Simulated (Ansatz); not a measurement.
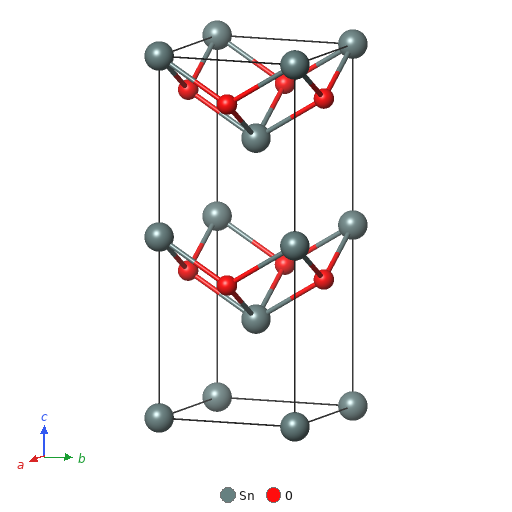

System: a slab cut from SnO (slab content Sn₈O₈), space group P4/nmm (No. 129). The picture shows the bulk cell.

Structure:
```
CELL_PARAMETERS angstrom
2.71250 -2.71250 0.00000
2.71250 2.71250 0.00000
0.00000 0.00000 9.51790
ATOMIC_POSITIONS crystal
Sn 0.99989 0.00011 0.00023
Sn 0.00011 0.99989 0.50023
Sn 0.50013 0.49987 0.25677
Sn 0.49987 0.50013 0.75677
O 0.00018 0.49981 0.37850
O 0.99982 0.50019 0.87850
O 0.50019 0.99982 0.37850
O 0.49981 0.00018 0.87850
```

Method: spacing and rumpling of the atomic planes of a slab cut from the relaxed bulk cell along the Miller plane (conventional indices), bottom to top, after all atoms relax, plane waves with PAW datasets, Γ-centred k mesh (Ansatz 0.2.0). Level: PBE with D3(BJ), no spin polarisation.

| setting | value |
| --- | --- |
| space group in which the indices count | 64 |
| Miller index h | 0 |
| Miller index k | 0 |
| Miller index l | 1 |
| top plane | Sn |
| bottom plane | Sn |
| planes | 12 |
| surface cell | (1, 1) |
| slab thickness as cut | 16.59 Å |
| vacuum | 15 Å |
| surface area | 14.71 Å² |
| surface a | 3.836 Å |
| surface b | 3.836 Å |
| surface angle | 90 ° |
| slab atoms | 16 |
| wave cutoff | 420 eV |
| k mesh | 9×9×1 |
| occupations | Gaussian |
| smearing width | 0.1 eV |
| boundary | dipole corrected |

Describe the result: the spacing change of each pair of planes. The cases: 1–2; 2–3; 3–4; 4–5; 5–6; 6–7; 7–8; 8–9; 9–10; 10–11; 11–12.

The least value, 0.000 Å, is that of 4–5, 5–6, 7–8 and 8–9, and the largest, 0.017 Å, that of 3–4 and 9–10.

```csv
pair of planes,spacing change (Å),spacing to next (Å),content of the two planes
1–2,0.010,1.169,Sn and O2
2–3,0.008,1.167,O2 and Sn
3–4,0.017,2.459,Sn and Sn
4–5,0.000,1.159,Sn and O2
5–6,0.000,1.159,O2 and Sn
6–7,0.012,2.453,Sn and Sn
7–8,0.000,1.159,Sn and O2
8–9,0.000,1.159,O2 and Sn
9–10,0.017,2.459,Sn and Sn
10–11,0.008,1.167,Sn and O2
11–12,0.010,1.169,O2 and Sn
```

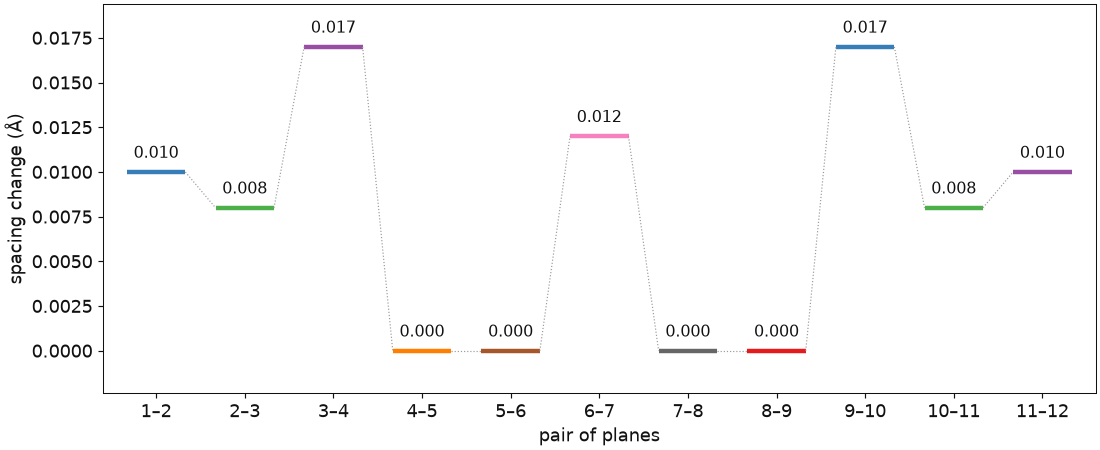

Keep in mind: a crossing between the sampled k points may be missed; odd k mesh can miss points on the zone edge; xc potential rough in thin density.
